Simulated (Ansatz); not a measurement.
**Geometry relaxation of MoS₂ (part 2 of 2)**

The same run, continued: MoS₂ (P-6m2, 9 atoms in the cell); DFT PBEsol, scalar-relativistic, plane waves, PAW, no spin polarisation (Ansatz 0.2.0); cutoff 420 eV, 12×12×1 k-mesh, Gaussian smearing of 0.02 eV. The structure derives from a Materials Project entry.

Geometry of the input (Å; fractional positions):
```
3.1840  0.0000  0.0000
-1.5920  2.7574  0.0000
0.0000  0.0000  28.3873
Mo 0.6667  0.3333  0.0000
Mo 0.3333  0.6667  0.7718
Mo 0.3333  0.6667  0.2282
S  0.3333  0.6667  0.0547
S  0.6667  0.3333  0.8265
S  0.6667  0.3333  0.2828
S  0.3333  0.6667  0.9453
S  0.6667  0.3333  0.7172
S  0.6667  0.3333  0.1735
```

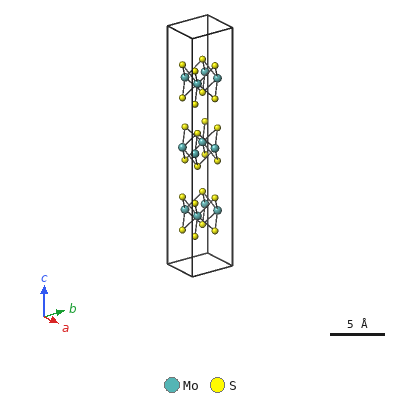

*The geometry at step 2 of the log (ball-and-stick view of the 2 × 2 repeat of the cell, with the vacuum cut short, seen slightly off an axis).*

The program's output, continued
```
relax step   4: F+E_penalty+E_count = -20010.48361481 eV  Δ(F+E_penalty+E_count) = -2.478e-3 eV  max|allowed force component| = 1.472e-2 eV/Å  Δτ_max = 0.0514 Å  P = -0.012 GPa  Ω = 239.589 Å³  energy of the carried Pulay correction = +4.915e-4 eV  (7 SCF iters, dr2 threshold 7.22e-7 eV, accepted)
Crystal: 9 atoms, lattice volume = 239.312 Å³
iter 1 solved again at ethr=5.58e-6 eV; its pass at ethr=3.10e-3 eV (dr2=4.35e-3 eV) is discarded
SCF iter   1: F=—  HF=-20010.484910 eV  |F-HF|=—  |Δ(HF+E_count)|=         —  Δρ=1.58e-3  dr2=4.41e-3  ethr=5.58e-6  ⟨swp⟩=3.9  Hψ=4792  notcnv=0
preconditioner: auto → Resta (q_TF=auto, 2.263 Å⁻¹)  ε∞=6.0  [insulator: Δε(μ)=1.191 eV  Ē_g=7.851 eV  σ=0.020 eV  W_gap=1.00  n_scr=20 (ndim 8)  ℏωp=17.6 eV  f_vac=0.330  D(μ)=0.00/eV (n_scr^D=0)  ε∞_Penn≈6.0  vacuum switching on, ρ_ref=4.5e-3 e/Å³]
SCF iter   2: F=—  HF=-20010.484066 eV  |F-HF|=—  |Δ(HF+E_count)|=   8.44e-4  Δρ=8.08e-4  dr2=1.03e-3  ethr=5.58e-6  ⟨swp⟩=1.8  Hψ=993  notcnv=0
SCF iter   3: F=—  HF=-20010.483887 eV  |F-HF|=—  |Δ(HF+E_count)|=   1.79e-4  Δρ=3.10e-4  dr2=3.11e-4  ethr=1.32e-6  ⟨swp⟩=2.0  Hψ=1567  notcnv=0
SCF iter   4: F=—  HF=-20010.483857 eV  |F-HF|=—  |Δ(HF+E_count)|=   3.05e-5  Δρ=5.11e-5  dr2=7.97e-6  ethr=3.99e-7  ⟨swp⟩=2.0  Hψ=1104  notcnv=0
SCF iter   5: F=—  HF=-20010.483821 eV  |F-HF|=—  |Δ(HF+E_count)|=   3.57e-5  Δρ=4.12e-5  dr2=1.06e-5  ethr=1.02e-8  ⟨swp⟩=3.8  Hψ=2101  notcnv=0
SCF iter   6: F=—  HF=-20010.483819 eV  |F-HF|=—  |Δ(HF+E_count)|=   1.37e-6  Δρ=6.37e-6  dr2=2.87e-7  ethr=1.02e-8  ⟨swp⟩=2.0  Hψ=1171  notcnv=0
SCF iter   7: F=—  HF=-20010.483820 eV  |F-HF|=—  |Δ(HF+E_count)|=   8.69e-8  Δρ=3.97e-6  dr2=1.03e-7  ethr=3.68e-10  ⟨swp⟩=2.0  Hψ=1498  notcnv=0
SCF iter   8: F=-20010.483819 eV  HF=-20010.483820 eV  |F-HF|=9.56e-9  |Δ(HF+E_count)|=   5.22e-9  Δρ=1.47e-6  dr2=1.24e-8  ethr=4.30e-11  ⟨swp⟩=5.6  Hψ=3976  notcnv=0
SCF 5 converged in 8 iterations: F = -20010.483819 eV  dr2 = 1.24e-8
relax step   5: F+E_penalty+E_count = -20010.48381950 eV  Δ(F+E_penalty+E_count) = -2.047e-4 eV  max|allowed force component| = 2.082e-3 eV/Å  Δτ_max = 0.0189 Å  P = +0.020 GPa  Ω = 239.312 Å³  energy of the carried Pulay correction = +5.059e-4 eV  (8 SCF iters, dr2 threshold 3.36e-8 eV, accepted)
Initial wavefunctions: pseudopotential atomic-orbital guess (no wavefunctions were taken with the density)
iter 1 solved again at ethr=5.52e-8 eV; its pass at ethr=3.10e-3 eV (dr2=4.30e-5 eV) is discarded
SCF iter   1: F=—  HF=-20010.483364 eV  |F-HF|=—  |Δ(HF+E_count)|=         —  Δρ=3.21e-5  dr2=3.34e-7  ethr=5.52e-8  ⟨swp⟩=4.6  Hψ=7863  notcnv=0
preconditioner: auto → Resta (q_TF=auto, 2.263 Å⁻¹)  ε∞=6.0  [insulator: Δε(μ)=1.191 eV  Ē_g=7.849 eV  σ=0.020 eV  W_gap=1.00  n_scr=20 (ndim 8)  ℏωp=17.6 eV  f_vac=0.330  D(μ)=0.00/eV (n_scr^D=0)  ε∞_Penn≈6.0  vacuum switching on, ρ_ref=4.5e-3 e/Å³]
SCF iter   2: F=—  HF=-20010.483318 eV  |F-HF|=—  |Δ(HF+E_count)|=   4.61e-5  Δρ=1.67e-5  dr2=8.80e-8  ethr=4.29e-10  ⟨swp⟩=2.2  Hψ=1668  notcnv=0
SCF iter   3: F=—  HF=-20010.483318 eV  |F-HF|=—  |Δ(HF+E_count)|=   6.01e-8  Δρ=3.06e-6  dr2=4.91e-8  ethr=1.13e-10  ⟨swp⟩=2.0  Hψ=1652  notcnv=0
SCF iter   4: F=—  HF=-20010.483318 eV  |F-HF|=—  |Δ(HF+E_count)|=   6.31e-9  Δρ=6.42e-7  dr2=5.69e-10  ethr=6.29e-11  ⟨swp⟩=2.0  Hψ=1216  notcnv=0
SCF iter   5: F=—  HF=-20010.483318 eV  |F-HF|=—  |Δ(HF+E_count)|=  3.27e-11  Δρ=2.09e-7  dr2=1.42e-10  ethr=1.00e-12  ⟨swp⟩=7.1  Hψ=4159  notcnv=0
SCF iter   6: F=—  HF=-20010.483318 eV  |F-HF|=—  |Δ(HF+E_count)|=  3.64e-11  Δρ=1.34e-7  dr2=1.31e-10  ethr=1.00e-12  ⟨swp⟩=5.0  Hψ=3236  notcnv=0
SCF iter   7: F=-20010.483318 eV  HF=-20010.483318 eV  |F-HF|=1.46e-11  |Δ(HF+E_count)|=  3.64e-12  Δρ=4.89e-8  dr2=1.64e-11  ethr=1.00e-12  ⟨swp⟩=3.6  Hψ=3327  notcnv=0
SCF 6 converged in 7 iterations: F = -20010.483318 eV  dr2 = 1.64e-11
relax step   6: F+E_penalty+E_count = -20010.48331819 eV  Δ(F+E_penalty+E_count) = +5.013e-4 eV  max|allowed force component| = 2.143e-3 eV/Å  Δτ_max = 0.0000 Å  P = +0.020 GPa  Ω = 239.312 Å³  stress off target by 2.57e-2 GPa  SCF on the basis re-selected at this cell (its energy is not comparable with the rows above)  (7 SCF iters)
basis re-selected at this cell: Δ(F+E_penalty+E_count) = +5.013e-4 eV, ΔP = +0.000 GPa vs the last step (what re-selecting the basis moved, of the pressure what is left beyond the Pulay correction that the steps carried, after the strain that the cell walked since its last selection, with what the two solves' SCF thresholds leave and, on support functions, any second-order correction that the steps lacked; it is no measure of the basis error at this ecutwfc). This SCF's stress stands 2.57e-2 GPa from its target on what of the cell is left free (relax.cell.stress_tol is 5.00e-2 GPa) and its largest allowed force component is 2.14e-3 eV/Å (relax.f_tol is 5.00e-3 eV/Å): within both
SCF converged after 7 iterations
Free energy (F): -20010.483318 eV
Harris-Foulkes:  -20010.483318 eV  (|F-HF|=1.46e-11)
Internal energy: -20010.483318 eV  (E = F + TS)
E sigma→0 (E₀):  -20010.483318 eV
Fermi energy:    5.916704 eV
--- Per-component energies (eV) ---
  E_band       = -888.273619
  E_kinetic    = 1970.030997
  E_local      = -42723.285222  (includes V_loc(G=0)·N_el)
  E_nonlocal   = 604.265961
  E_hartree    = 20469.531156
  E_xc         = -1127.359842
  E_vxc        = -1214.121440  (∫ρ·V_xc dr)
  E_paw        = -12935.755886  (= ΣΔE_a)
  E_vpaw       = -464.226936  (= ΣTr[D̂ρ^β])
  E_aug_tail   = 0.000093  (compensation charges beyond the density's cutoff)
  E_ewald      = 13731.089832
  E_core_change = 0.999594  (= ΣΔE_core)
  E_smearing   = -0.000000  (= −TS)
  E_closure    = 0.000000  (closes the sum)
  Σ components = -20010.483318   (vs F -20010.483318, Δ=0.00e0)
--- Forces (eV/Å), atoms counted from 1 ---
  atom   1  Mo    -0.00000000     0.00000000    -0.00000000
  atom   2  Mo    -0.00000000    -0.00000000    -0.00041006
  atom   3  Mo    -0.00000000    -0.00000000     0.00041006
  atom   4  S     -0.00000000     0.00000000     0.00037483
  atom   5  S      0.00000000    -0.00000000     0.00214253
  atom   6  S      0.00000000    -0.00000000     0.00176962
  atom   7  S     -0.00000000     0.00000000    -0.00037483
  atom   8  S      0.00000000    -0.00000000    -0.00176962
  atom   9  S      0.00000000    -0.00000000    -0.00214253
  max |Σ_I F_I| component: 1.20e-16 eV/Å
--- Stress (GPa, compression-positive) ---
        0.025673       0.000000       0.000000
        0.000000       0.025673      -0.000000
        0.000000      -0.000000       0.009341
  P = ⅓ Tr σ = 0.0202 GPa (0.202 kbar)
--- Band table (eV; the first three rows and the last of 19) ---
  k-point 0: bands = ["-55.8699", "-55.8684", "-55.8684", "-30.0770", "-30.0756", "-30.0756", "-29.8116", "-29.8116", "-29.8099", "-29.8099", "-29.8099", "-29.8099", "-9.4829", "-9.4075", "-9.3348", "-8.1669", "-8.0343", "-7.9201", "-1.2855", "-0.9832", "-0.6662", "2.2113", "2.2113", "2.2150", "2.2150", "2.2175", "2.2175", "2.2942", "2.9198", "3.3609", "3.3609", "3.3734", "3.3734", "3.3836", "3.3836", "3.6624", "4.4937", "4.9970", "5.3216", "7.7112", "7.7112", "7.7221", "7.7221", "7.7288", "7.7288", "7.9506", "7.9506", "8.0014"]
  k-point 1: bands = ["-55.8669", "-55.8654", "-55.8654", "-30.0711", "-30.0697", "-30.0697", "-29.8415", "-29.8398", "-29.8398", "-29.8183", "-29.8167", "-29.8167", "-9.3729", "-9.2979", "-9.2255", "-8.1180", "-7.9891", "-7.8787", "-1.1623", "-0.8623", "-0.5450", "1.9689", "1.9710", "1.9794", "2.0404", "2.3246", "2.3297", "2.3335", "2.4940", "2.8141", "3.1867", "3.2005", "3.2119", "3.4991", "3.6313", "4.0016", "4.4922", "4.9309", "5.1778", "7.5733", "7.5833", "7.5961", "7.6850", "7.7200", "7.7647", "7.8081", "7.8494", "7.9054"]
  k-point 2: bands = ["-55.8586", "-55.8571", "-55.8571", "-30.0549", "-30.0535", "-30.0535", "-29.9225", "-29.9208", "-29.9208", "-29.8367", "-29.8351", "-29.8351", "-9.0591", "-8.9859", "-8.9149", "-7.9783", "-7.8608", "-7.7616", "-0.8466", "-0.5609", "-0.2519", "1.4068", "1.4094", "1.4451", "1.5425", "1.8583", "2.0776", "2.6397", "2.6487", "2.6569", "2.7791", "2.7958", "2.8092", "3.5181", "3.7153", "4.0527", "4.3780", "4.6092", "4.7057", "7.0742", "7.2174", "7.3952", "7.4693", "7.5183", "7.5819", "7.6363", "7.6401", "7.6883"]
  k-point 18: bands = ["-55.8188", "-55.8173", "-55.8173", "-30.1378", "-30.1362", "-30.1362", "-30.0878", "-30.0862", "-30.0862", "-29.9770", "-29.9756", "-29.9756", "-7.0871", "-7.0808", "-7.0807", "-7.0662", "-7.0562", "-7.0562", "-0.8115", "-0.7652", "-0.7219", "0.0611", "0.0797", "0.0900", "0.5509", "0.6293", "0.6973", "1.1834", "1.1935", "1.2737", "1.8058", "1.8644", "1.9409", "2.6431", "2.6922", "2.7091", "4.7728", "4.8253", "4.8754", "6.6377", "6.6387", "6.6393", "7.5273", "7.8500", "8.1776", "8.4858", "8.5080", "8.5270"]
--- Relaxed structure (5 steps of the walk, 4 accepted, 1 SCFs on fresh bases) ---
  F+E_penalty+E_count = -20010.48331819 eV   max|allowed force component| = 2.143e-3 eV/Å   (the final SCF, on the basis selected at the relaxed cell)
  cell:  # Å, volume = 239.3123 Å³
    - [3.1407285107769845, -2.8475034395501822e-11, 1.0556241319443037e-33]
    - [-1.5703642553638322, 2.7199506767371746, -4.961654728780257e-35]
    - [9.411493018323055e-33, 4.922934809584367e-33, 28.0139064958812]
  atoms:
    - { symbol: Mo, position: [0.6666666666666667, 0.3333333333333335, 1.3579799307880554e-19] }
    - { symbol: Mo, position: [0.33333333333333337, 0.6666666666666667, 0.7755311770460231] }
    - { symbol: Mo, position: [0.33333333333333337, 0.6666666666666667, 0.22446882295397708] }
    - { symbol: S, position: [0.33333333333333337, 0.6666666666666667, 0.05566090056811026] }
    - { symbol: S, position: [0.6666666666666667, 0.3333333333333335, 0.8311968858504455] }
    - { symbol: S, position: [0.6666666666666667, 0.3333333333333335, 0.28008424587503067] }
    - { symbol: S, position: [0.33333333333333337, 0.6666666666666667, 0.94433909943189] }
    - { symbol: S, position: [0.6666666666666667, 0.3333333333333335, 0.7199157541249699] }
    - { symbol: S, position: [0.6666666666666667, 0.3333333333333335, 0.16880311414955476] }
```

Trajectory as extended XYZ (Å, eV, eV/Å), 6 frames, from step=1 to step=6
```
9
Lattice="3.1840 0.0000 0.0000 -1.5920 2.7574 0.0000 0.0000 0.0000 28.3873" Properties=species:S:1:pos:R:3:forces:R:3 step=1 energy=-20010.42340 pressure_GPa=-2.13
Mo    1.5920    0.9191    0.0000    0.0000   0.0000   0.0000
Mo    0.0000    1.8383   21.9103    0.0000   0.0000  -0.0005
Mo    0.0000    1.8383    6.4770    0.0000   0.0000   0.0005
S     0.0000    1.8383    1.5518    0.0000   0.0000  -0.1250
S     1.5920    0.9191   23.4623    0.0000   0.0000  -0.1255
S     1.5920    0.9191    8.0283    0.0000   0.0000  -0.1497
S     0.0000    1.8383   26.8355    0.0000   0.0000   0.1250
S     1.5920    0.9191   20.3590    0.0000   0.0000   0.1497
S     1.5920    0.9191    4.9250    0.0000   0.0000   0.1255
9
Lattice="3.0848 0.0000 0.0000 -1.5424 2.6715 0.0000 0.0000 0.0000 28.2018" Properties=species:S:1:pos:R:3:forces:R:3 step=2 energy=-20010.37979 pressure_GPa=1.34 accepted=F
Mo    1.5424    0.8905    0.0000    0.0000   0.0000   0.0000
Mo    0.0000    1.7810   21.8456    0.0000   0.0000  -0.0047
Mo    0.0000    1.7810    6.3563    0.0000   0.0000   0.0047
S     0.0000    1.7810    1.5940    0.0000   0.0000  -0.2821
S     1.5424    0.8905   23.4391    0.0000   0.0000  -0.2692
S     1.5424    0.8905    7.9485    0.0000   0.0000  -0.2738
S     0.0000    1.7810   26.6079    0.0000   0.0000   0.2821
S     1.5424    0.8905   20.2534    0.0000   0.0000   0.2738
S     1.5424    0.8905    4.7628    0.0000   0.0000   0.2692
9
Lattice="3.1437 0.0000 0.0000 -1.5718 2.7225 0.0000 0.0000 0.0000 28.1978" Properties=species:S:1:pos:R:3:forces:R:3 step=3 energy=-20010.48114 pressure_GPa=-0.39
Mo    1.5718    0.9075    0.0000    0.0000   0.0000   0.0000
Mo    0.0000    1.8150   21.8060    0.0000   0.0000   0.0020
Mo    0.0000    1.8150    6.3918    0.0000   0.0000  -0.0020
S     0.0000    1.8150    1.5621    0.0000   0.0000  -0.0662
S     1.5718    0.9075   23.3681    0.0000   0.0000  -0.0610
S     1.5718    0.9075    7.9527    0.0000   0.0000  -0.0733
S     0.0000    1.8150   26.6357    0.0000   0.0000   0.0662
S     1.5718    0.9075   20.2452    0.0000   0.0000   0.0733
S     1.5718    0.9075    4.8297    0.0000   0.0000   0.0610
9
Lattice="3.1398 0.0000 0.0000 -1.5699 2.7192 0.0000 0.0000 0.0000 28.0624" Properties=species:S:1:pos:R:3:forces:R:3 step=4 energy=-20010.48362 pressure_GPa=-0.01
Mo    1.5699    0.9064    0.0000    0.0000   0.0000   0.0000
Mo    0.0000    1.8128   21.7463    0.0000   0.0000  -0.0004
Mo    0.0000    1.8128    6.3161    0.0000   0.0000   0.0004
S     0.0000    1.8128    1.5605    0.0000   0.0000  -0.0147
S     1.5699    0.9064   23.3067    0.0000   0.0000  -0.0094
S     1.5699    0.9064    7.8753    0.0000   0.0000  -0.0139
S     0.0000    1.8128   26.5019    0.0000   0.0000   0.0147
S     1.5699    0.9064   20.1871    0.0000   0.0000   0.0139
S     1.5699    0.9064    4.7557    0.0000   0.0000   0.0094
9
Lattice="3.1407 0.0000 0.0000 -1.5704 2.7200 0.0000 0.0000 0.0000 28.0139" Properties=species:S:1:pos:R:3:forces:R:3 step=5 energy=-20010.48382 pressure_GPa=0.02
Mo    1.5704    0.9066    0.0000    0.0000   0.0000   0.0000
Mo    0.0000    1.8133   21.7257    0.0000   0.0000  -0.0004
Mo    0.0000    1.8133    6.2882    0.0000   0.0000   0.0004
S     0.0000    1.8133    1.5593    0.0000   0.0000   0.0003
S     1.5704    0.9066   23.2851    0.0000   0.0000   0.0021
S     1.5704    0.9066    7.8463    0.0000   0.0000   0.0017
S     0.0000    1.8133   26.4546    0.0000   0.0000  -0.0003
S     1.5704    0.9066   20.1677    0.0000   0.0000  -0.0017
S     1.5704    0.9066    4.7288    0.0000   0.0000  -0.0021
9
Lattice="3.1407 0.0000 0.0000 -1.5704 2.7200 0.0000 0.0000 0.0000 28.0139" Properties=species:S:1:pos:R:3:forces:R:3 step=6 energy=-20010.48332 pressure_GPa=0.02
Mo    1.5704    0.9066    0.0000    0.0000   0.0000   0.0000
Mo    0.0000    1.8133   21.7257    0.0000   0.0000  -0.0004
Mo    0.0000    1.8133    6.2882    0.0000   0.0000   0.0004
S     0.0000    1.8133    1.5593    0.0000   0.0000   0.0004
S     1.5704    0.9066   23.2851    0.0000   0.0000   0.0021
S     1.5704    0.9066    7.8463    0.0000   0.0000   0.0018
S     0.0000    1.8133   26.4546    0.0000   0.0000  -0.0004
S     1.5704    0.9066   20.1677    0.0000   0.0000  -0.0018
S     1.5704    0.9066    4.7288    0.0000   0.0000  -0.0021
```

Results in brief

| quantity | value |
| --- | --- |
| outcome | converged |
| space group (tolerance 0.01 Å) | P-6m2 (187) |
| electrons treated | 78 |
| free energy | −20010.4833 eV |
| Fermi energy | 5.917 eV |
| gap on the k-point mesh | 1.19 eV |
| pressure | 0.02 GPa |
| final volume | 239.31 Å³ |
| largest force (length of the vector) at the end | 0.002 eV/Å |
| final cell | a = 3.141 Å, b = 3.141 Å, c = 28.014 Å, α = 90.00°, β = 90.00°, γ = 120.00° |
| hardware | 2 threads of Intel Xeon @ 2.50GHz (Skylake/Cascade Lake), 189 GiB of memory available, shared host |
| wall time | 2.2 min (CPU time 4.3 min) |
| peak memory | 0.6 GiB |
